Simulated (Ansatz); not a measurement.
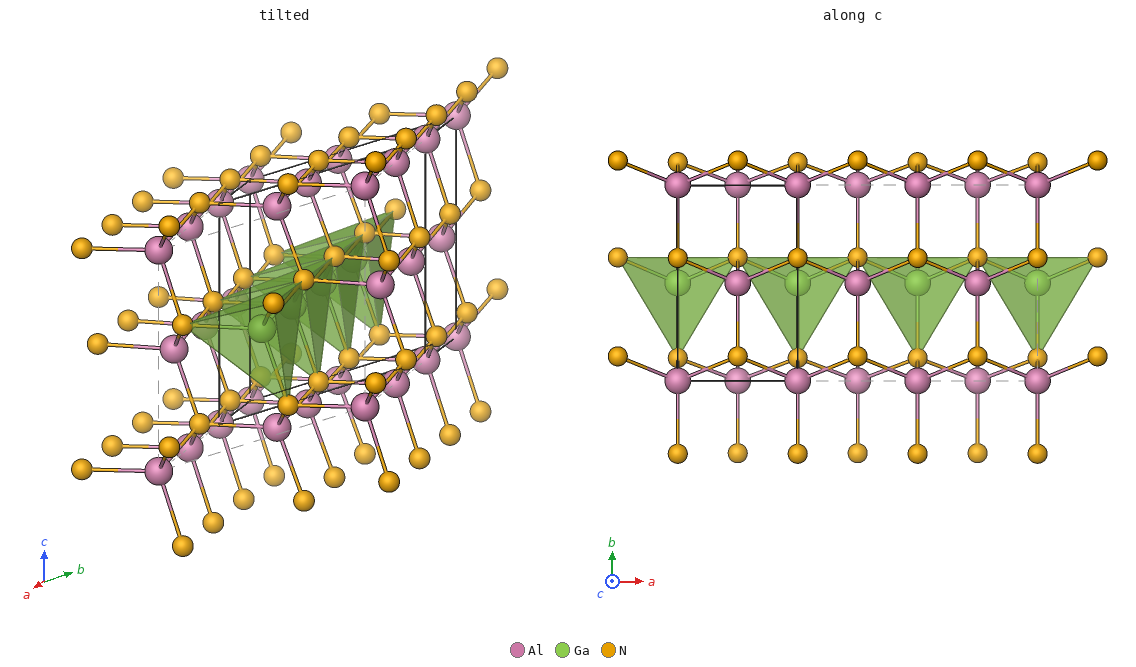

The figure gives a polyhedral picture of the atoms, viewed slightly off an axis and along the c axis. Shown are 3×1×1 repeats of the simulation cell, one of them outlined in solid lines. Some neighbours outside the box are added.

The run was set up as follows:
```yaml
crystal:
  lattice:
    - [3.113626759, 0.0, 0.0]
    - [0.0, 3.1135281655, 4.398765628]
    - [0.0, -3.1135281655, 4.398765628]
  atoms:
    - { symbol: Al, position: [0.0, 0.0001320867, 0.0001320867] }
    - { symbol: Al, position: [0.5, 0.0004927555, 0.4995782773] }
    - { symbol: Al, position: [0.5, 0.4995782773, 0.0004927555] }
    - { symbol: Ga, position: [0.0, 0.49984383, 0.49984383] }
    - { symbol: "N", position: [0.5, 0.1251205757, 0.1251205757] }
    - { symbol: "N", position: [0.0, 0.116911802, 0.627514033] }
    - { symbol: "N", position: [0.0, 0.627514033, 0.116911802] }
    - { symbol: "N", position: [0.5, 0.6304066397, 0.6304066397] }
kpoints:
  mp_grid: { grid: [6, 4, 4] }
  band_path:
    path:
      - [0.0, 0.0, 0.0]
      - [0.0, 0.5, 0.5]
      - [0.0, 0.6247482044, 0.3752517956]
      - [0.0, 0.3752517956, -0.3752517956]
      - [0.5, 0.0, 0.0]
      - [0.5, 0.3752517956, -0.3752517956]
      - [0.5, 0.6247482044, 0.3752517956]
      - [0.5, 0.5, 0.5]
      - [0.0, 0.5, 0.0]
    npoints: 1
hamiltonian:
  xc: pbe0
scf:
  occupations: { method: fixed }
  n_extra_bands: 6
output:
  forces: true
  stress: true
  eigenvalues: true
  write_density: true
  write_potential: true
  elf: true
  volumetric_format: npy
```
Run as:
```sh
ansatz run input.yaml --threads 4 --pin off --max-ram 6451MiB --backend cpu --events-out ev --progress --plain --runs-dir out
```

Electronic-structure method: Ansatz 0.2.0, DFT, PBE0, plane waves, PAW. Parameters: 420 eV cutoff, k-point mesh 6×4×4, no spin polarisation.

What is the band gap, if any?

An insulator at this level, with a gap of 5.13 eV, indirect; the smallest direct gap is 5.20 eV.

Would the cell expand or shrink if it could?

The computed pressure is -0.6 GPa (stretched: it would shrink).

Its origin is a structure type filled with these elements by a generator (whether the compound takes this form wasn't checked). Earlier steps of the study, as a rule a relaxation of our own, may have changed the cell and positions, so they can lie some per cent off the listed ones. It went into a calculation with Ansatz.
